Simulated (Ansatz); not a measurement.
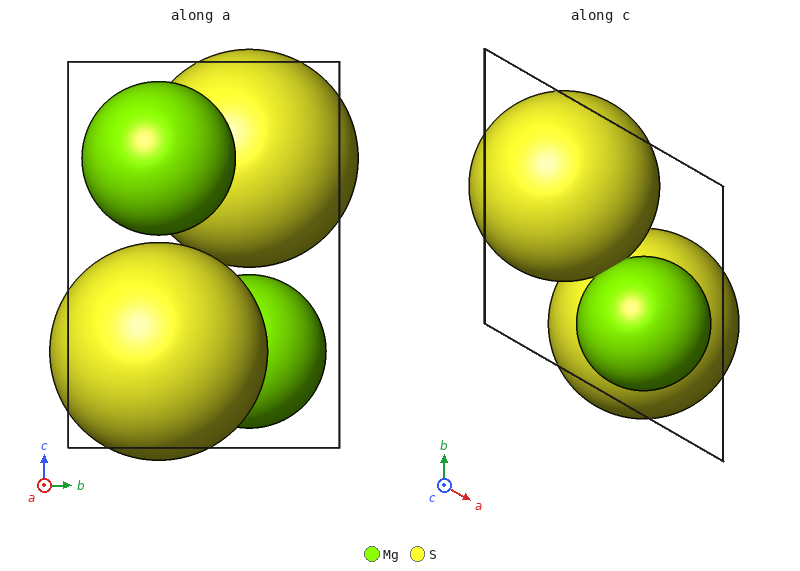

A space-filling rendering, viewed along the a axis and along the c axis. The lines enclose the conventional unit cell; boundary atoms appear with their images.

MgS, space group P6_3/mmc (No. 194), a = 4.29 Å, b = 4.29 Å, c = 5.28 Å, α = 90.00°, β = 90.00°, γ = 120.00°.

Level of theory and settings: DFT, HSE06, plane waves, PAW (Ansatz 0.2.0), an energy cutoff of 420 eV, a 6×6×4 sampling of the Brillouin zone, Fermi-Dirac smearing of 0.02 eV, no spin polarisation.

Q: Predict the gap.

A: An insulator at this level, with a gap of 4.01 eV, direct.

It goes back to a structure type filled with these elements by a generator (whether the compound takes this form wasn't checked). A relaxation with DFT, HSE06, plane waves, PAW (Ansatz 0.2.0) gave the geometry drawn.
